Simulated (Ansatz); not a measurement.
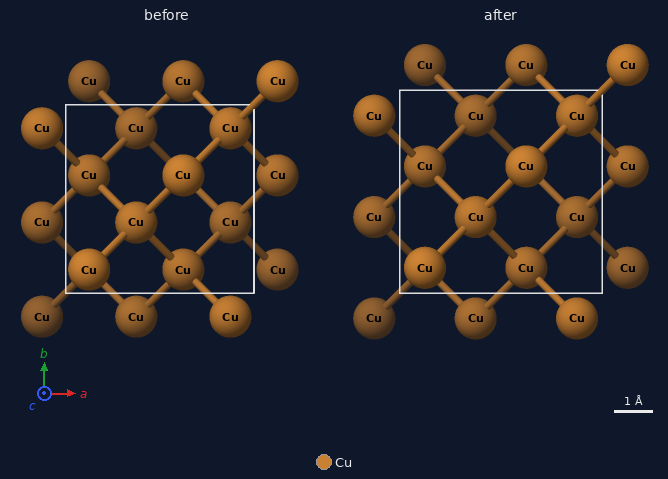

The structure of crystalline Cu (a generated structure, set up in Fd-3m) before (left) and after (right) a relaxation, at one scale.

The picture is a ball-and-stick view of the conventional cell (4 times the calculation's cell), seen along the c axis. Lengths and directions refer to the drawn axes.

Phase: diamond.

Method: DFT, revPBE, plane waves (420 eV) with PAW, scalar-relativistic in Ansatz 0.2.0. (plane-wave cutoff 420 eV; k-point mesh 11 × 11 × 11; occupations fermi dirac; smearing width 0.1 eV; no spin polarisation; cell and atoms relaxed; force threshold 0.01 eV/Å; at most 60 steps)

Q: What changed between the two?

A: The atoms keep their places relative to the cell (all moves are under 0.005 Å). The volume changes by +24.7 %, with a = b = c 5.034 → 5.418 Å (+7.6 %). Among the contacts that change: Cu–Cu 2.180 → 2.346 Å. The space group stays Fd-3m (No. 227). The energy falls by 181 meV per atom in 6 accepted moves (8 points after the start). All forces vanish by symmetry, so only the cell relaxes. Pressure: 18.41 GPa at the start and 0.00 GPa at the end. The SCF was repeated twice at an unchanged geometry on a basis and grid sized afresh for the cell, which shifted the energy by 3.9 meV per atom at most. The run took 9.9 s on 2 threads of Arm Neoverse V2 (shared host), peak memory 0.35 GiB.
